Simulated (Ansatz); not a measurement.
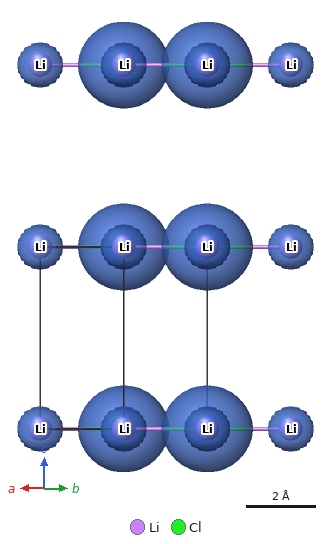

Figure 1: LiCl. Isosurface of the valence electron density at 0.2 e/Å³ (blue), seen along [110]. Sticks mark near contacts.

Space group P4/mmm; a structure generated by program, which may or may not match a known phase.

These are results of DFT HSE06, scalar-relativistic, plane waves, PAW (Ansatz 0.2.0), not measurements.

The density is the valence pseudo-density of a PAW calculation; it isn't the true density close to the nuclei.

### What does this surface tell about the bonding?

At this value the density breaks into separate islands; it holds about 80 % of the electrons treated as valence (semicore included). It bridges none of the near contacts. It is pinched off along the shortest Li–Cl (2.43 Å) contacts. On the grid the lowest density along these lines, outside the cores, is 0.14 e/Å³ (Li–Cl, 2.43 Å).

### Metal or insulator at this level of theory?

It is gapped, with a Kohn–Sham gap of 6.0 eV on the k-point mesh (the band edges may lie off the mesh, which would make the gap smaller).
